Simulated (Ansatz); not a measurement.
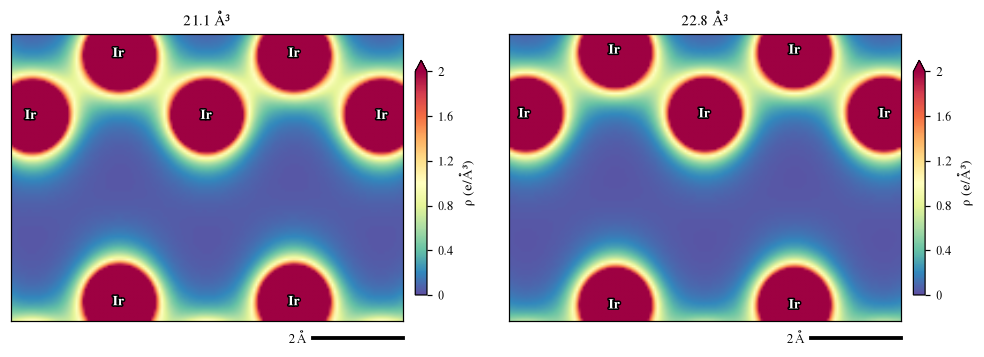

Ir. The valence pseudo-density of cells scaled evenly to different volumes (given per atom above each panel), on the (101̄) plane of each (indices in the axes of the cell below), at one length scale and on one colour scale.

A generated structure, not necessarily the stable one; the program warned that a starting moment wasn't kept; spin-polarised, but the moments vanished.

The calculation used DFT, r2SCAN, plane waves (500 eV) with PAW, scalar-relativistic (Ansatz).

Core electrons are frozen (PAW), and the valence fields are smoothed inside the atomic spheres.

The largest cell:

```xyz
2
Lattice="0.0000 2.8349 2.8349 2.8349 0.0000 2.8349 2.8349 2.8349 0.0000" Properties=species:S:1:pos:R:3 pbc="T T T"
Ir    0.7087    0.7087    0.7087
Ir    4.9610    4.9610    4.9610
```

| volume (Å³/atom) | Ir–Ir contact in the plane (Å) | ρ at its midpoint (e/Å³) | pressure (GPa) | 
| --- | --- | --- | --- |
| 21.09 | 2.393 | 0.837 | −0.1 | 
| 21.94 | 2.424 | ? | ? | 
| 22.78 | 2.455 | 0.748 | −13.0 | 

**What values belong in the row with question marks?**

Over the known rows ln ρ falls by 1.81 per Å of Ir–Ir distance (the line through the two), which gives 0.791 e/Å³ at 2.424 Å; the calculation gives 0.791 e/Å³. For the pressure, a straight line in volume between the neighbouring rows gives −6.6 GPa; the calculation gives −7.3, lower because pressure rises ever faster on compression.
